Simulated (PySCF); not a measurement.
# Run report: C₄H₉N, saddle-point search

The run: saddle-point search of C₄H₉N, SMILES C1CCNC1. Method and program: PBE0-D3(BJ)/def2-SVP saddle search from the GFN2-xTB point and Hessian, gas phase (PySCF 2.14.0).

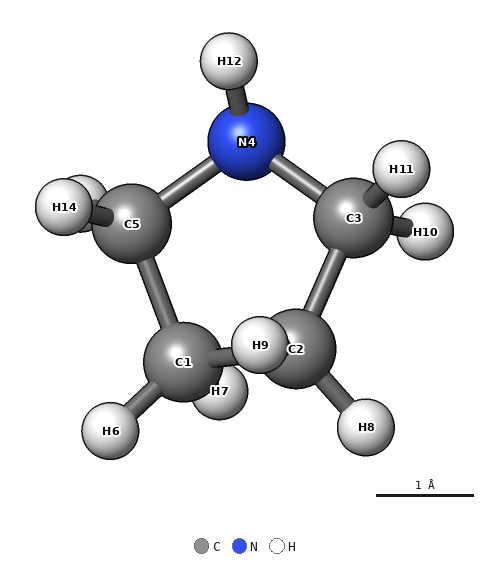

Figure 1. The structure as given in the input (ball-and-stick view, seen at a tilt; atoms are numbered from 1 in the order of the input). Bond lengths as drawn: C–C 1.53 Å, C–H 1.09 to 1.10 Å, C–N 1.46 Å and H–N 1.01 Å.

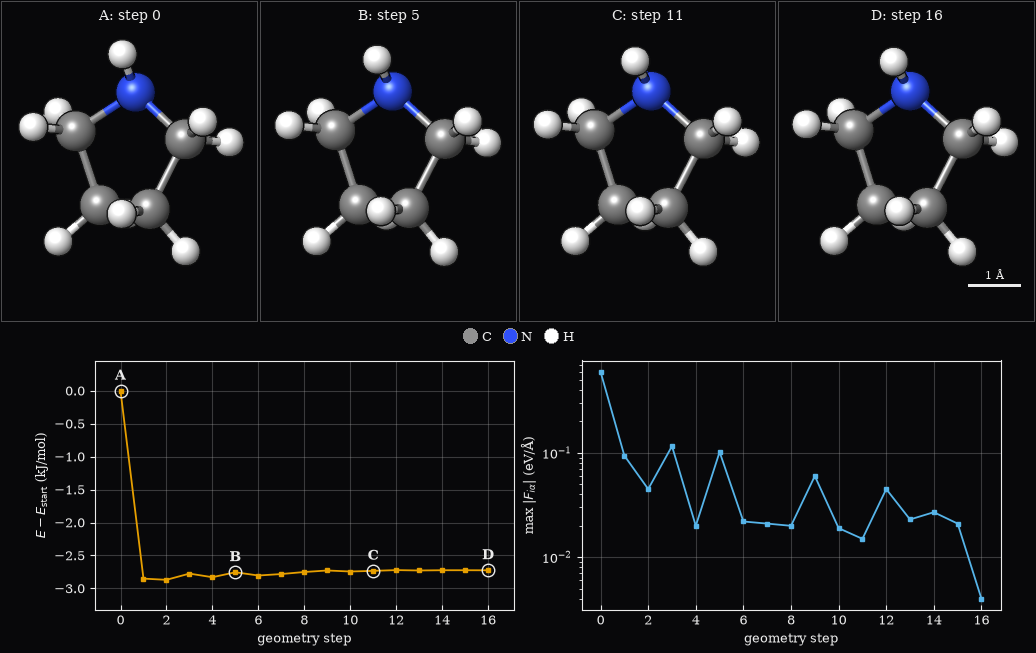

Figure 2. Frames of the saddle-point search (ball-and-stick view, seen at a tilt) above the curves, on which the letters mark them (steps are counted from 0).

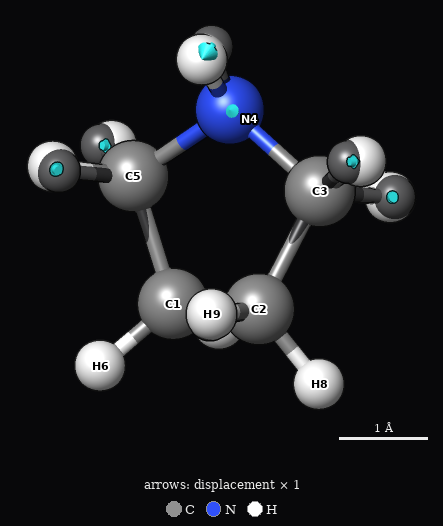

Figure 3. Start (faint) and end (solid) with the displacements as teal arrows, at true length (ball-and-stick view, seen at a tilt). The two geometries are laid on each other by the best rigid fit. Over 16 geometry steps the energy falls by 2.72 kJ/mol. Largest force component: 0.6 eV/Å at the start, 0.004 eV/Å at the end. H12 moves most after the best rigid fit: 0.31 Å. Largest moves by element: H 0.31 Å, N 0.13 Å, C 0.05 Å. Among the contacts that change: C1–H6 1.088 → 1.100 Å, C3–H10 1.097 → 1.107 Å, C1–C5 1.528 → 1.535 Å, C3–N4 1.464 → 1.459 Å. Among the angles that change: N4–C3–H10 107.9° → 110.4°, N4–C5–H13 109.4° → 111.8°. (Atoms are counted from 1 in the order of the input.)

The input and output of the run follow.

**Input file**
```
{"job": {"xc": "PBE0", "basis": "def2-SVP", "kind": "refine"}, "charge": 0, "multiplicity": 1}
C     -0.986279    -0.498518    -0.447677
C      0.332998    -1.124960    -0.005613
C      1.290365     0.068120    -0.087151
N      0.479731     1.264066     0.150299
C     -0.927400     0.875325     0.218297
H     -1.858925    -1.070944    -0.139393
H     -0.998489    -0.386193    -1.531767
H      0.645632    -1.953964    -0.636988
H      0.253062    -1.479589     1.023940
H      1.711282     0.141176    -1.097576
H      2.120425    -0.014155     0.618274
H      0.765090     1.756544     0.986823
H     -1.535161     1.618886    -0.304882
H     -1.292332     0.804205     1.253414
```

The first line tells a small driver script what to run in PySCF; the rest is the geometry in Å.

Command:
```bash
OMP_NUM_THREADS=1 python <driver script> task.json out
```

**What the program printed**
```
step      E/eV     max force
  0     -5773.79424   0.6457
  1     -5773.82379   0.1181
  2     -5773.82398   0.0544
  3     -5773.82300   0.1347
  4     -5773.82357   0.0212
  5     -5773.82279   0.1134
  6     -5773.82330   0.0231
  7     -5773.82307   0.0225
  8     -5773.82275   0.0244
  9     -5773.82251   0.0639
 10     -5773.82267   0.0205
 11     -5773.82257   0.0157
 12     -5773.82245   0.0476
 13     -5773.82251   0.0246
 14     -5773.82247   0.0290
 15     -5773.82247   0.0224
 16     -5773.82248   0.0042
```

**Trajectory as extended XYZ (Å, eV, eV/Å), 17 frames, from step=0 to step=16**
```
14
Properties=species:S:1:pos:R:3:forces:R:3 step=0 energy=-5773.79424
C    -0.9863   -0.4985   -0.4477    0.3810   0.2650   0.4490
C     0.3330   -1.1250   -0.0056   -0.0260   0.5980  -0.1870
C     1.2904    0.0681   -0.0872   -0.3510   0.1060  -0.1320
N     0.4797    1.2641    0.1503   -0.0810  -0.2290   0.1830
C    -0.9274    0.8753    0.2183    0.3080   0.0250  -0.2170
H    -1.8589   -1.0709   -0.1394   -0.3520  -0.2070   0.0140
H    -0.9985   -0.3862   -1.5318   -0.0660   0.0060  -0.4130
H     0.6456   -1.9540   -0.6370    0.1240  -0.3780  -0.1700
H     0.2531   -1.4796    1.0239   -0.0270  -0.1600   0.3340
H     1.7113    0.1412   -1.0976    0.2890  -0.1750  -0.2220
H     2.1204   -0.0142    0.6183    0.2890  -0.0120   0.1600
H     0.7651    1.7565    0.9868    0.0440   0.0450   0.0430
H    -1.5352    1.6189   -0.3049   -0.3770   0.1320  -0.0800
H    -1.2923    0.8042    1.2534   -0.1560  -0.0160   0.2380
14
Properties=species:S:1:pos:R:3:forces:R:3 step=1 energy=-5773.82379
C    -0.9785   -0.4932   -0.4446    0.0360   0.0230   0.0610
C     0.3396   -1.1145    0.0023    0.0300   0.0500  -0.0560
C     1.2920    0.0757   -0.1092   -0.0530   0.0460   0.0520
N     0.4850    1.2584    0.1958    0.0220  -0.0680   0.0940
C    -0.9289    0.8862    0.2099    0.0360   0.0600   0.0150
H    -1.8643   -1.0711   -0.1492   -0.0540  -0.0280  -0.0060
H    -0.9924   -0.3925   -1.5409   -0.0100  -0.0030  -0.0560
H     0.6491   -1.9770   -0.6044    0.0120  -0.0480  -0.0160
H     0.2613   -1.4494    1.0493    0.0040  -0.0120   0.0440
H     1.6887    0.1410   -1.1387    0.0510  -0.0230  -0.0380
H     2.1630   -0.0082    0.5606    0.0010   0.0130  -0.0040
H     0.7660    1.6963    1.0666   -0.0120  -0.0310  -0.0740
H    -1.5424    1.6222   -0.3354   -0.0690   0.0170  -0.0130
H    -1.3383    0.8259    1.2378    0.0050   0.0050  -0.0030
14
Properties=species:S:1:pos:R:3:forces:R:3 step=2 energy=-5773.82398
C    -0.9771   -0.4940   -0.4408    0.0140   0.0080   0.0080
C     0.3436   -1.1142    0.0033   -0.0080   0.0270   0.0050
C     1.2916    0.0784   -0.1141   -0.0130   0.0200  -0.0090
N     0.4879    1.2538    0.2175   -0.0130  -0.0110   0.0200
C    -0.9297    0.8924    0.2053    0.0350   0.0040  -0.0010
H    -1.8647   -1.0713   -0.1446   -0.0120  -0.0100   0.0030
H    -0.9939   -0.4002   -1.5392   -0.0030   0.0000  -0.0060
H     0.6504   -1.9821   -0.5988    0.0060  -0.0120  -0.0110
H     0.2708   -1.4422    1.0544    0.0000  -0.0080   0.0030
H     1.6744    0.1493   -1.1514    0.0010   0.0000   0.0240
H     2.1750   -0.0050    0.5391   -0.0080   0.0040   0.0030
H     0.7646    1.6665    1.1009   -0.0160  -0.0260  -0.0450
H    -1.5361    1.6239   -0.3579    0.0070  -0.0010   0.0110
H    -1.3568    0.8447    1.2263    0.0100   0.0040  -0.0050
14
Properties=species:S:1:pos:R:3:forces:R:3 step=3 energy=-5773.82300
C    -0.9772   -0.4973   -0.4340    0.0040   0.0060  -0.0100
C     0.3479   -1.1134    0.0035   -0.0030   0.0100  -0.0100
C     1.2904    0.0829   -0.1187   -0.0020   0.0050   0.0200
N     0.4917    1.2516    0.2398    0.0160   0.0480   0.0860
C    -0.9278    0.8991    0.1951   -0.0060   0.0180   0.0190
H    -1.8619   -1.0725   -0.1235    0.0010  -0.0020   0.0000
H    -1.0055   -0.4179   -1.5338    0.0020   0.0010   0.0100
H     0.6539   -1.9798   -0.6018    0.0000  -0.0060  -0.0040
H     0.2841   -1.4429    1.0546   -0.0020  -0.0040   0.0080
H     1.6554    0.1653   -1.1610   -0.0030   0.0000   0.0040
H     2.1849   -0.0016    0.5187   -0.0030   0.0010  -0.0010
H     0.7563    1.6239    1.1467   -0.0380  -0.0570  -0.1160
H    -1.5145    1.6286   -0.3928    0.0160  -0.0240   0.0220
H    -1.3778    0.8741    1.2071    0.0190   0.0020  -0.0300
14
Properties=species:S:1:pos:R:3:forces:R:3 step=4 energy=-5773.82357
C    -0.9772   -0.4960   -0.4360    0.0030   0.0020   0.0010
C     0.3464   -1.1136    0.0031   -0.0030   0.0040   0.0030
C     1.2907    0.0814   -0.1163   -0.0030   0.0050  -0.0040
N     0.4901    1.2522    0.2318   -0.0070   0.0000  -0.0200
C    -0.9282    0.8969    0.1988    0.0110  -0.0010  -0.0020
H    -1.8627   -1.0722   -0.1301   -0.0030  -0.0020   0.0000
H    -1.0019   -0.4117   -1.5352    0.0000   0.0010  -0.0020
H     0.6526   -1.9802   -0.6020    0.0010  -0.0020  -0.0030
H     0.2795   -1.4440    1.0541   -0.0010  -0.0020   0.0010
H     1.6622    0.1600   -1.1566    0.0030  -0.0030   0.0060
H     2.1811   -0.0025    0.5268   -0.0030   0.0010   0.0040
H     0.7581    1.6382    1.1284    0.0010   0.0000   0.0070
H    -1.5213    1.6266   -0.3803   -0.0030   0.0000   0.0040
H    -1.3695    0.8648    1.2134    0.0030  -0.0010   0.0040
14
Properties=species:S:1:pos:R:3:forces:R:3 step=5 energy=-5773.82279
C    -0.9760   -0.4978   -0.4327    0.0000   0.0010   0.0130
C     0.3492   -1.1126    0.0058    0.0020   0.0050  -0.0070
C     1.2892    0.0852   -0.1215    0.0080   0.0000   0.0060
N     0.4935    1.2522    0.2490    0.0250   0.0360   0.0800
C    -0.9265    0.9018    0.1911    0.0050  -0.0030   0.0000
H    -1.8604   -1.0721   -0.1196   -0.0010  -0.0010   0.0000
H    -1.0048   -0.4229   -1.5324    0.0000   0.0010  -0.0040
H     0.6549   -1.9809   -0.5975   -0.0010   0.0020   0.0010
H     0.2869   -1.4389    1.0585    0.0000   0.0000  -0.0040
H     1.6417    0.1713   -1.1682   -0.0050   0.0010   0.0180
H     2.1911    0.0019    0.5055   -0.0100   0.0010  -0.0050
H     0.7505    1.5991    1.1678   -0.0280  -0.0410  -0.1020
H    -1.5062    1.6291   -0.4045    0.0060  -0.0010   0.0040
H    -1.3831    0.8845    1.1986   -0.0020  -0.0020   0.0010
14
Properties=species:S:1:pos:R:3:forces:R:3 step=6 energy=-5773.82330
C    -0.9772   -0.4970   -0.4335    0.0000   0.0000  -0.0060
C     0.3479   -1.1132    0.0031   -0.0030   0.0000   0.0040
C     1.2904    0.0831   -0.1176   -0.0040   0.0010  -0.0020
N     0.4915    1.2521    0.2388   -0.0070  -0.0010  -0.0220
C    -0.9273    0.8993    0.1952   -0.0010   0.0010   0.0020
H    -1.8614   -1.0724   -0.1224    0.0000   0.0000  -0.0010
H    -1.0060   -0.4176   -1.5331    0.0000   0.0010   0.0020
H     0.6537   -1.9790   -0.6034    0.0010  -0.0020  -0.0010
H     0.2839   -1.4446    1.0540   -0.0010  -0.0010   0.0010
H     1.6558    0.1654   -1.1594    0.0040  -0.0020  -0.0030
H     2.1842   -0.0009    0.5203    0.0020   0.0000   0.0050
H     0.7545    1.6220    1.1435    0.0040   0.0060   0.0160
H    -1.5140    1.6278   -0.3922   -0.0020  -0.0030   0.0050
H    -1.3760    0.8752    1.2067    0.0060  -0.0020  -0.0020
14
Properties=species:S:1:pos:R:3:forces:R:3 step=7 energy=-5773.82307
C    -0.9765   -0.4975   -0.4328    0.0010   0.0010   0.0060
C     0.3488   -1.1126    0.0047    0.0010   0.0000  -0.0040
C     1.2896    0.0846   -0.1200    0.0030   0.0000   0.0020
N     0.4928    1.2524    0.2451    0.0060   0.0090   0.0120
C    -0.9267    0.9010    0.1924    0.0050  -0.0030  -0.0030
H    -1.8607   -1.0722   -0.1200   -0.0010  -0.0010  -0.0010
H    -1.0057   -0.4212   -1.5324    0.0000   0.0010  -0.0040
H     0.6545   -1.9800   -0.5999   -0.0010   0.0010   0.0010
H     0.2860   -1.4411    1.0567    0.0000   0.0000  -0.0010
H     1.6470    0.1695   -1.1647    0.0000  -0.0010   0.0060
H     2.1885    0.0011    0.5111   -0.0040   0.0000  -0.0010
H     0.7512    1.6059    1.1588   -0.0040  -0.0070  -0.0210
H    -1.5085    1.6287   -0.4002   -0.0030   0.0020   0.0000
H    -1.3802    0.8816    1.2012   -0.0030  -0.0020   0.0070
14
Properties=species:S:1:pos:R:3:forces:R:3 step=8 energy=-5773.82275
C    -0.9761   -0.4989   -0.4292   -0.0030  -0.0010  -0.0100
C     0.3511   -1.1122    0.0051   -0.0030   0.0010   0.0050
C     1.2892    0.0866   -0.1219    0.0000   0.0070  -0.0030
N     0.4949    1.2516    0.2568   -0.0110  -0.0090  -0.0190
C    -0.9258    0.9042    0.1879   -0.0080   0.0120   0.0130
H    -1.8589   -1.0726   -0.1105    0.0020   0.0010   0.0000
H    -1.0099   -0.4289   -1.5294    0.0000   0.0010   0.0070
H     0.6560   -1.9790   -0.6006    0.0010  -0.0030  -0.0020
H     0.2922   -1.4408    1.0573    0.0000   0.0000   0.0000
H     1.6357    0.1776   -1.1696    0.0010  -0.0010   0.0050
H     2.1942    0.0027    0.4999   -0.0020   0.0000   0.0010
H     0.7465    1.5831    1.1797    0.0020   0.0040   0.0120
H    -1.4975    1.6305   -0.4174    0.0080  -0.0110   0.0110
H    -1.3915    0.8959    1.1919    0.0140  -0.0010  -0.0200
14
Properties=species:S:1:pos:R:3:forces:R:3 step=9 energy=-5773.82251
C    -0.9758   -0.4999   -0.4273   -0.0010   0.0020   0.0030
C     0.3526   -1.1114    0.0062    0.0010   0.0000  -0.0020
C     1.2884    0.0890   -0.1245    0.0020   0.0000   0.0030
N     0.4966    1.2517    0.2658    0.0080   0.0150   0.0540
C    -0.9247    0.9070    0.1835    0.0090  -0.0020  -0.0030
H    -1.8575   -1.0724   -0.1035    0.0010   0.0000  -0.0010
H    -1.0127   -0.4355   -1.5275    0.0000   0.0010   0.0010
H     0.6573   -1.9790   -0.5987    0.0000   0.0010   0.0000
H     0.2965   -1.4380    1.0592    0.0000   0.0000  -0.0010
H     1.6250    0.1845   -1.1749   -0.0010   0.0010   0.0030
H     2.1991    0.0052    0.4889   -0.0030   0.0000  -0.0010
H     0.7410    1.5603    1.2006   -0.0140  -0.0170  -0.0600
H    -1.4881    1.6318   -0.4305    0.0030  -0.0010   0.0020
H    -1.3977    0.9068    1.1827   -0.0040   0.0010   0.0030
14
Properties=species:S:1:pos:R:3:forces:R:3 step=10 energy=-5773.82267
C    -0.9760   -0.4994   -0.4283   -0.0010   0.0000  -0.0020
C     0.3517   -1.1120    0.0055   -0.0010   0.0000   0.0010
C     1.2888    0.0876   -0.1228   -0.0010   0.0020  -0.0010
N     0.4955    1.2513    0.2610   -0.0060  -0.0050  -0.0190
C    -0.9253    0.9054    0.1861   -0.0010   0.0030   0.0030
H    -1.8582   -1.0726   -0.1072    0.0000   0.0000   0.0000
H    -1.0114   -0.4317   -1.5284    0.0000   0.0000   0.0020
H     0.6566   -1.9789   -0.6002    0.0000  -0.0010  -0.0010
H     0.2941   -1.4400    1.0578    0.0000   0.0000   0.0000
H     1.6312    0.1809   -1.1716    0.0010  -0.0010   0.0020
H     2.1963    0.0036    0.4954   -0.0010   0.0000   0.0010
H     0.7440    1.5739    1.1879    0.0040   0.0050   0.0150
H    -1.4929    1.6309   -0.4231    0.0010  -0.0040   0.0040
H    -1.3944    0.9009    1.1878    0.0050  -0.0010  -0.0050
14
Properties=species:S:1:pos:R:3:forces:R:3 step=11 energy=-5773.82257
C    -0.9761   -0.5001   -0.4265   -0.0010   0.0000  -0.0040
C     0.3528   -1.1116    0.0054   -0.0010   0.0010   0.0020
C     1.2885    0.0890   -0.1238   -0.0010   0.0000  -0.0010
N     0.4965    1.2513    0.2662    0.0020   0.0030   0.0140
C    -0.9245    0.9072    0.1834   -0.0050   0.0020   0.0040
H    -1.8573   -1.0727   -0.1014    0.0010   0.0010  -0.0010
H    -1.0145   -0.4361   -1.5267    0.0000   0.0000   0.0030
H     0.6574   -1.9782   -0.6010    0.0000  -0.0010   0.0000
H     0.2974   -1.4400    1.0578    0.0000   0.0000   0.0000
H     1.6262    0.1851   -1.1737    0.0010   0.0000  -0.0020
H     2.1985    0.0049    0.4904    0.0020  -0.0010   0.0020
H     0.7410    1.5610    1.1994   -0.0040  -0.0020  -0.0150
H    -1.4871    1.6315   -0.4319    0.0020  -0.0020   0.0030
H    -1.3989    0.9087    1.1824    0.0040  -0.0010  -0.0050
14
Properties=species:S:1:pos:R:3:forces:R:3 step=12 energy=-5773.82245
C    -0.9756   -0.5007   -0.4252    0.0010  -0.0010   0.0040
C     0.3539   -1.1114    0.0064    0.0010  -0.0010  -0.0040
C     1.2881    0.0901   -0.1252    0.0060   0.0050   0.0010
N     0.4973    1.2501    0.2739   -0.0100  -0.0120  -0.0450
C    -0.9241    0.9086    0.1814    0.0040   0.0040   0.0010
H    -1.8563   -1.0728   -0.0982   -0.0010  -0.0010   0.0010
H    -1.0151   -0.4393   -1.5253    0.0000   0.0000  -0.0030
H     0.6582   -1.9786   -0.5993   -0.0010   0.0010   0.0000
H     0.2999   -1.4383    1.0594    0.0000   0.0000   0.0000
H     1.6178    0.1901   -1.1776   -0.0020  -0.0020   0.0110
H     2.2029    0.0057    0.4823   -0.0100   0.0010  -0.0040
H     0.7380    1.5486    1.2105    0.0090   0.0080   0.0350
H    -1.4801    1.6325   -0.4403    0.0010  -0.0030   0.0030
H    -1.4049    0.9154    1.1769    0.0020  -0.0010  -0.0020
14
Properties=species:S:1:pos:R:3:forces:R:3 step=13 energy=-5773.82251
C    -0.9760   -0.5005   -0.4256   -0.0010   0.0000  -0.0020
C     0.3534   -1.1114    0.0056   -0.0010   0.0010   0.0020
C     1.2883    0.0898   -0.1245   -0.0030  -0.0020   0.0000
N     0.4970    1.2511    0.2693    0.0050   0.0070   0.0230
C    -0.9242    0.9081    0.1820   -0.0010  -0.0020   0.0000
H    -1.8568   -1.0727   -0.0987    0.0010   0.0000  -0.0010
H    -1.0157   -0.4383   -1.5259    0.0000   0.0000   0.0020
H     0.6579   -1.9781   -0.6007    0.0000   0.0000   0.0000
H     0.2990   -1.4394    1.0582    0.0000   0.0000   0.0000
H     1.6228    0.1875   -1.1752    0.0010   0.0000  -0.0040
H     2.2000    0.0056    0.4870    0.0040  -0.0010   0.0020
H     0.7392    1.5537    1.2057   -0.0050  -0.0040  -0.0220
H    -1.4836    1.6320   -0.4364   -0.0010   0.0000   0.0000
H    -1.4013    0.9125    1.1793    0.0000   0.0000   0.0010
14
Properties=species:S:1:pos:R:3:forces:R:3 step=14 energy=-5773.82247
C    -0.9758   -0.5009   -0.4245    0.0000  -0.0010   0.0000
C     0.3542   -1.1114    0.0059    0.0000   0.0000   0.0000
C     1.2881    0.0904   -0.1250    0.0030   0.0030   0.0000
N     0.4975    1.2503    0.2743   -0.0070  -0.0080  -0.0270
C    -0.9239    0.9091    0.1807   -0.0020   0.0040   0.0040
H    -1.8561   -1.0728   -0.0959    0.0000   0.0000   0.0000
H    -1.0168   -0.4406   -1.5247    0.0000   0.0000   0.0000
H     0.6584   -1.9779   -0.6006    0.0000   0.0000   0.0000
H     0.3009   -1.4392    1.0586    0.0000   0.0000   0.0010
H     1.6181    0.1908   -1.1771    0.0000  -0.0010   0.0040
H     2.2026    0.0059    0.4826   -0.0040   0.0000  -0.0010
H     0.7374    1.5465    1.2122    0.0050   0.0060   0.0230
H    -1.4791    1.6325   -0.4423    0.0020  -0.0030   0.0030
H    -1.4056    0.9174    1.1759    0.0040  -0.0010  -0.0050
14
Properties=species:S:1:pos:R:3:forces:R:3 step=15 energy=-5773.82247
C    -0.9759   -0.5009   -0.4247    0.0000   0.0010   0.0000
C     0.3540   -1.1112    0.0059    0.0000   0.0000   0.0000
C     1.2881    0.0905   -0.1252   -0.0010  -0.0020   0.0000
N     0.4976    1.2508    0.2731    0.0050   0.0060   0.0210
C    -0.9238    0.9091    0.1806    0.0010  -0.0030  -0.0020
H    -1.8562   -1.0727   -0.0960    0.0000   0.0000   0.0000
H    -1.0168   -0.4406   -1.5249    0.0000   0.0000   0.0000
H     0.6583   -1.9780   -0.6004    0.0000   0.0000   0.0000
H     0.3007   -1.4389    1.0587    0.0000   0.0000   0.0000
H     1.6188    0.1903   -1.1769    0.0010   0.0000  -0.0020
H     2.2019    0.0063    0.4831    0.0020   0.0000   0.0010
H     0.7373    1.5460    1.2124   -0.0040  -0.0040  -0.0210
H    -1.4798    1.6324   -0.4415   -0.0020   0.0020  -0.0010
H    -1.4043    0.9168    1.1760   -0.0020   0.0000   0.0040
14
Properties=species:S:1:pos:R:3:forces:R:3 step=16 energy=-5773.82248
C    -0.9759   -0.5009   -0.4245    0.0000   0.0000   0.0000
C     0.3541   -1.1113    0.0059    0.0000   0.0000   0.0000
C     1.2881    0.0905   -0.1251    0.0000   0.0000   0.0000
N     0.4975    1.2506    0.2737    0.0010   0.0010   0.0040
C    -0.9238    0.9091    0.1806    0.0000   0.0000  -0.0010
H    -1.8561   -1.0728   -0.0957    0.0000   0.0000   0.0000
H    -1.0170   -0.4407   -1.5247    0.0000   0.0000   0.0000
H     0.6584   -1.9778   -0.6008    0.0000   0.0000   0.0000
H     0.3010   -1.4393    1.0585    0.0000   0.0000   0.0000
H     1.6184    0.1907   -1.1769    0.0010   0.0000   0.0000
H     2.2022    0.0061    0.4828    0.0000   0.0000   0.0010
H     0.7373    1.5461    1.2125   -0.0010   0.0000  -0.0040
H    -1.4792    1.6324   -0.4422   -0.0010   0.0000   0.0010
H    -1.4051    0.9175    1.1757    0.0010   0.0000   0.0000
```

**Key numbers**

```json
{"quantity": "outcome", "value": "converged"}
{"quantity": "total energy", "value": "−212.184064 hartree"}
{"quantity": "hardware", "value": "1 CPU thread, shared host"}
{"quantity": "wall time", "value": "3.1 min"}
{"quantity": "peak memory", "value": "0.56 GiB"}
```
